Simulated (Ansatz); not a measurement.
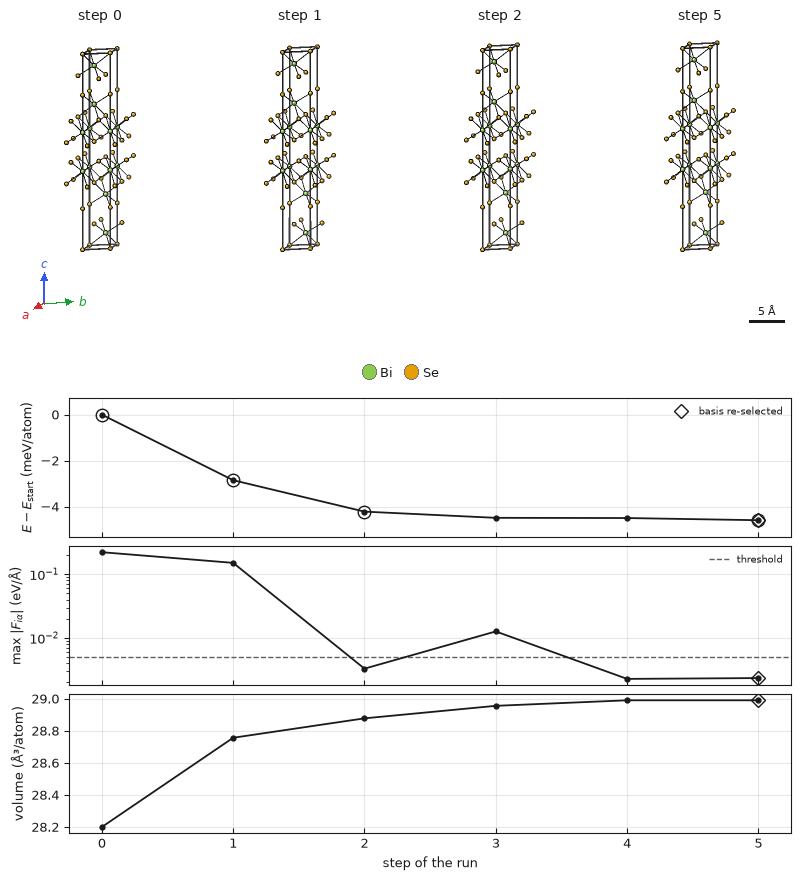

Frames of a relaxation of solid Bi2Se3 (built on the tetradymite type), marked on the history of the run. The picture is a ball-and-stick view of the conventional cell (3 times the calculation's cell), seen slightly off an axis. Lengths and directions refer to the drawn axes.

Computed with DFT, r2SCAN+rVV10, plane waves, PAW in Ansatz 0.2.0. Settings: plane-wave cutoff 500 eV; k-point mesh 6 × 6 × 6; occupations fermi dirac; smearing width 0.02 eV; no spin polarisation; cell and atoms relaxed; force threshold 0.005 eV/Å.

Describe the path.

Answer. The largest moves relative to the cell, 0.11 Å, are those of Se atoms. Largest moves by element: Se 0.11 Å, Bi 0.05 Å. Cell: a = b 4.145 → 4.142 Å (−0.1 %), c 28.430 → 29.263 Å (+2.9 %). Volume +2.8 %. Among the contacts that change: Bi–Se 2.864 → 2.854 Å, Bi–Se 3.069 → 3.074 Å. The space group stays R-3m (No. 166). Over 4 accepted moves (5 points after the start) the energy falls by 4.6 meV per atom. Largest force component: 0.22 eV/Å at the start, 0.0023 eV/Å at the end. Pressure: 0.27 GPa at the start and 0.01 GPa at the end. At 1 point the geometry stayed and the basis and grid were re-selected for the new cell (energy shift of 0.1 meV per atom at most each time). Cost: 88 s on 2 threads of AMD EPYC 7R13 Processor (Zen 3) (shared host), peak memory 1.2 GiB. From step 0 to 1: Se atoms move most (0.08 Å), volume +2.0 %, energy −2.9 meV per atom. From step 1 to 2: Bi atoms move most (0.02 Å), volume +0.4 %, energy −1.4 meV per atom. From step 2 to 5: Se atoms move most (0.02 Å), volume +0.4 %, energy −0.4 meV per atom.

```csv
step,"E − E(0), meV/atom","largest force component, eV/Å","pressure, GPa","volume, Å³/atom",note
0,0.00,0.2228,0.27,28.200,
1,-2.85,0.1514,0.28,28.757,
2,-4.22,0.0033,0.01,28.878,
3,-4.49,0.0127,0.00,28.956,
4,-4.50,0.0023,0.00,28.990,
5,-4.59,0.0023,0.01,28.990,"same geometry, new basis"
```
